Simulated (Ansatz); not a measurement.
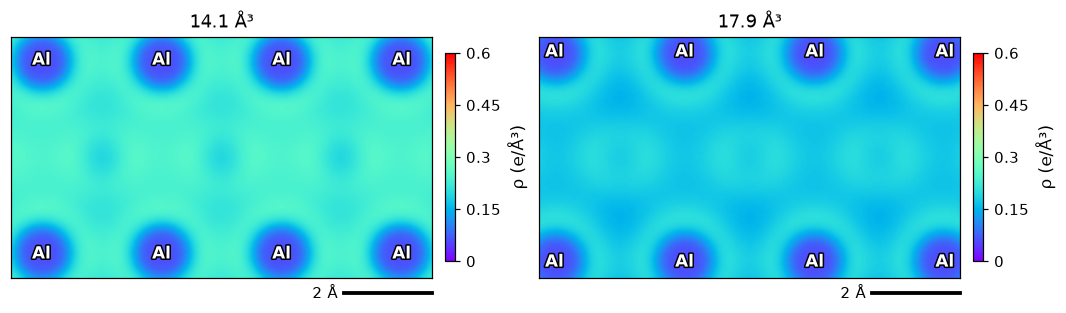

Al. The valence pseudo-density of cells scaled evenly to different volumes (given per atom above each panel), on the (100) plane of each (indices in the axes of the cell below), at one length scale and on one colour scale.

A generated structure, not necessarily the stable one.

Computed with Ansatz, DFT, r2SCAN, plane waves (500 eV) with PAW, scalar-relativistic.

Core electrons are frozen (PAW), and the valence fields are smoothed inside the atomic spheres.

The largest cell:

```
CELL_PARAMETERS angstrom
2.94903 0.00000 0.00000
-1.47452 2.55394 0.00000
0.00000 0.00000 4.76062
ATOMIC_POSITIONS crystal
Al 0.33333 0.66667 0.25000
Al 0.66667 0.33333 0.75000
```

| volume (Å³/atom) | Al–Al contact in the plane (Å) | ρ at its midpoint (e/Å³) | pressure (GPa) | 
| --- | --- | --- | --- |
| 14.09 | 2.721 | 0.240 | 15.0 | 
| 16.65 | 2.877 | ? | ? | 
| 17.93 | 2.949 | 0.181 | −7.8 | 

**What values belong in the row with question marks?**

Over the known rows ln ρ falls by 1.24 per Å of Al–Al distance (the line through the two), which gives 0.198 e/Å³ at 2.877 Å; the calculation gives 0.198 e/Å³. For the pressure, a straight line in volume between the neighbouring rows gives −0.2 GPa; the calculation gives −3.2, lower because pressure rises ever faster on compression.
